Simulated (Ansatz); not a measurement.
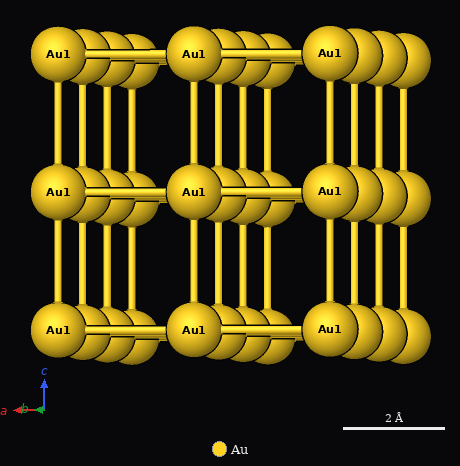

Reference structure: solid Au (a generated structure, set up in Pm-3m). The picture is a ball-and-stick view of the cell of the calculation, repeated 2 × 3 × 2 with one cell outlined, seen from a free direction.

Theory: Ansatz, DFT, PBE, PAW with Ansatz's default frozen-core files, scalar-relativistic. Settings: plane-wave cutoff 420 eV; k-point mesh 12 × 12 × 12; occupations fermi dirac; smearing width 0.08 eV; no spin polarisation.

Now this is done to it. The cell is strained by −1.0 % along c and +0.5 % across it (volume 0.0 %), the atoms keeping their fractional coordinates. No relaxation follows.

The input:
```yaml
crystal:
  lattice:
    - [2.7616797833, 0.0, 0.0]
    - [0.0, 2.7616797833, 0.0]
    - [0.0, 0.0, 2.7203583227]
  atoms:
    - { symbol: Au, position: [0.0, 0.0, 0.0] }
kpoints:
  mp_grid: { grid: [12, 12, 12] }
scf:
  occupations: { method: fermi_dirac, width: 0.08 }
hamiltonian:
  xc: pbe
  pseudopotentials: { kind: paw }
output:
  forces: true
  stress: true
  eigenvalues: true
  efg: { contact_densities: true }
```

### What does the calculation give for the changed structure?

Among the bonded contacts that change: Au–Au 2.748 → 2.720 to 2.762 Å. The space group (tolerance 0.01 Å) goes from Pm-3m (No. 221) to P4/mmm (No. 123). It costs 2.2 meV per atom. The pressure goes from 0.0 to 0.1 GPa. The principal stresses (compression positive) are 2.4 GPa along c and −1.1 GPa across it. All forces vanish by symmetry.
